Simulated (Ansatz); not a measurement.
System: AlP, space group F-43m (No. 216) (one of a set of cubic test structures, which need not be the stable phase).

Input of one of the runs behind the figure:
```
crystal:
  lattice:
    - [0.0, 2.736509509985, 2.736509509985]
    - [2.736509509985, 0.0, 2.736509509985]
    - [2.736509509985, 2.736509509985, 0.0]
  atoms:
    - { symbol: Al, position: [0.0, 0.0, 0.0] }
    - { symbol: P, position: [0.25, 0.25, 0.25] }
kpoints:
  mp_grid: { grid: [4, 4, 4] }
hamiltonian:
  xc: hse06
  pseudopotentials: { kind: paw }
scf:
  occupations: { method: fermi_dirac, width: 0.05 }
  convergence: { dr2_threshold: "1e-10 eV" }
  exx: { energy_threshold: "2e-8 eV", singularity: regularized }
output:
  forces: true
  stress: true
  eigenvalues: true
```

Command:
```bash
ansatz run input.yaml --threads 2
```

Method: equation of state of a cubic crystal from periodic Kohn-Sham density functional theory without spin, third-order Birch-Murnaghan fit to the free energies; pressure corrected for the finite basis (Ansatz 0.2.0 development build). Level: HSE06.

structure type zinc blende; atoms in cell 2; space group number 216; lattice centring face-centred primitive; k mesh 4×4×4; occupation method Fermi–Dirac; occupation width 0.05 eV; wave cutoff 420 eV; datasets soft-1 PAW; density tolerance 0 eV; bands 8; density cutoff ratio 4; search for lower states default; exchange singularity regularized.

What does the calculation give for the energy above the lowest point and pressure against volume? The volume takes the values 19.24, 19.86, 20.49, 21.12, 21.75 Å³/atom.

A third-order Birch–Murnaghan fit gives V0 = 20.60 Å³/atom, B0 = 90.8 GPa and B′ = 4.0. The energy above the lowest point is 28.5 meV/atom at volume 19.24 Å³/atom and 16.4 meV/atom at 21.75 Å³/atom; the lowest computed point is at volume 20.49 Å³/atom (0.0 meV/atom). The pressure falls from 7.1 GPa at volume 19.24 Å³/atom to −4.4 GPa at 21.75 Å³/atom, and changes sign near 20.61 Å³/atom.

| volume (Å³/atom) | energy above the lowest point (meV/atom) | pressure (GPa) |
| --- | --- | --- |
| 19.24 | 28.5 | 7.1 |
| 19.86 | 7.7 | 3.6 |
| 20.49 | 0.0 | 0.5 |
| 21.12 | 3.4 | −2.2 |
| 21.75 | 16.4 | −4.4 |

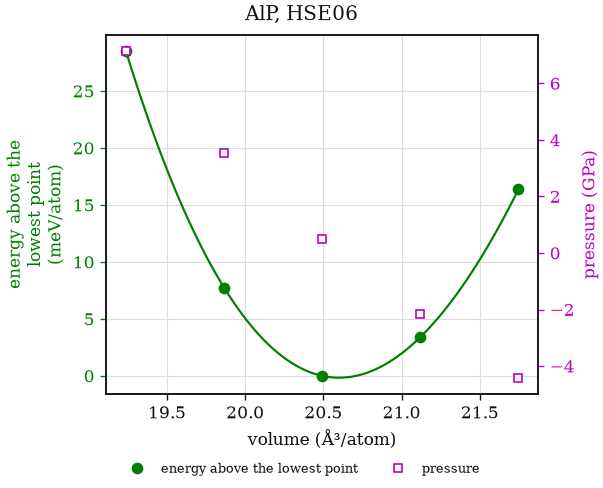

Note: modest k-mesh, values are not fully converged in k.
